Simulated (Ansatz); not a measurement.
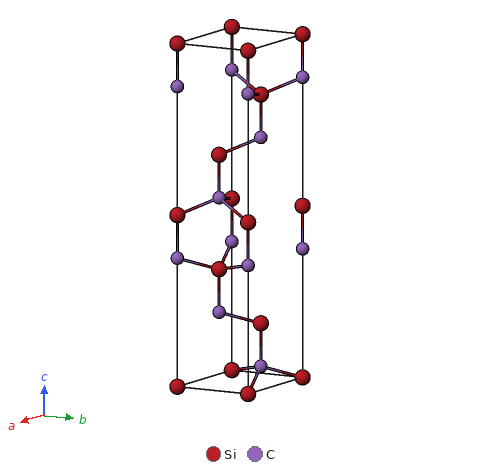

SiC, space group P6_3mc (No. 186), a = 3.079 Å, b = 3.079 Å, c = 15.107 Å, α = 90.00°, β = 90.00°, γ = 120.00°

```
site  Wyckoff       x       y       z
 Si1       2b  0.3333  0.6667  0.8330
 Si2       2b  0.6667  0.3333  0.6665
 Si3       2a  0.0000  0.0000  0.4997
  C1       2a  0.0000  0.0000  0.8744
  C2       2b  0.3333  0.6667  0.7080
  C3       2b  0.6667  0.3333  0.5415
```

Origin: the end point of a relaxation with DFT, PBEsol, plane waves, PAW in Ansatz.

How is the cell volume shared among the sites in a plain Voronoi partition?

Answer.
```tsv
site	faces above 1 % of the sphere	volume (Å³)	solid angle by neighbour (%)
Si1	5	10.21	C 91 Si 9
Si2	4	10.33	C 88 Si 12
Si3	10	10.47	C 89 Si 11
C1	13	10.45	Si 90 C 10
C2	7	10.32	Si 88 C 12
C3	5	10.23	Si 91 C 9
```

Weighted by multiplicity the volumes add up to the cell volume, 124.0 Å³.

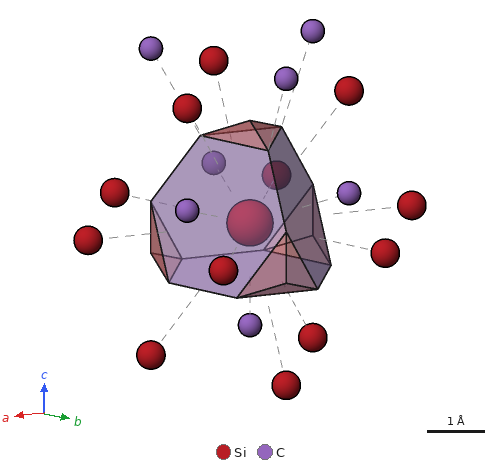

The computed Voronoi cell of Si2, with the neighbours that bound it.
